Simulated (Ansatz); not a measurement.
```cif
data_structure
_symmetry_space_group_name_H-M 'P 1'
_symmetry_Int_Tables_number 1
_cell_length_a 2.9064
_cell_length_b 2.9064
_cell_length_c 14.2385
_cell_angle_alpha 90.000
_cell_angle_beta 90.000
_cell_angle_gamma 120.000
_cell_volume 104.16
loop_
_atom_site_label
_atom_site_type_symbol
_atom_site_fract_x
_atom_site_fract_y
_atom_site_fract_z
_atom_site_occupancy
Ti1 Ti 0.66667 0.33333 0.09387 1
Ti2 Ti 0.33333 0.66667 0.42720 1
Ti3 Ti 0.00000 0.00000 0.76053 1
Ti4 Ti 0.66667 0.33333 0.57280 1
Ti5 Ti 0.00000 0.00000 0.23947 1
Ti6 Ti 0.33333 0.66667 0.90613 1
```

Space group R-3m; not relaxed (largest force 1.5 eV/Å); computed pressure about 4 GPa in this cell; computed without spin polarisation.

Method: Ansatz 0.2.0, DFT r2SCAN, scalar-relativistic, plane waves, PAW.

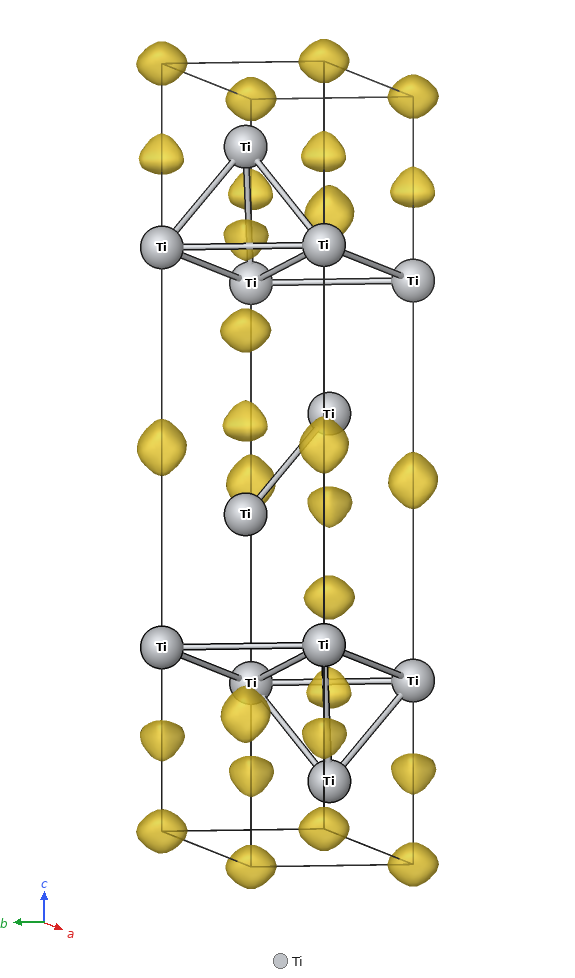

Ti. Isosurface of the ELF at 0.65 (yellow), seen at an oblique angle. Core shells and regions of very low density are left out. Sticks mark near contacts.

In a PAW calculation such maps are meaningful between the atoms, not at the nuclei.

**What do the ELF domains correspond to?**

The surface consists of twelve pockets between the atoms, centred on no nucleus (multi-centre or interstitial), counted in one cell of 6 atoms. Any copies at cell faces, edges or corners count once. There are no localised bonds or lone pairs at this value. Along the contacts the grid gives the following. Ti–Ti (2.67 Å): the ELF is about 0.15 at the midpoint (no localised pair shows between them). Ti–Ti (2.91 Å): the ELF is about 0.25 at the midpoint: no shared electron pair shows on this line.

**Does the calculation give a band gap?**

It is gapless in this calculation (a metal or semimetal).
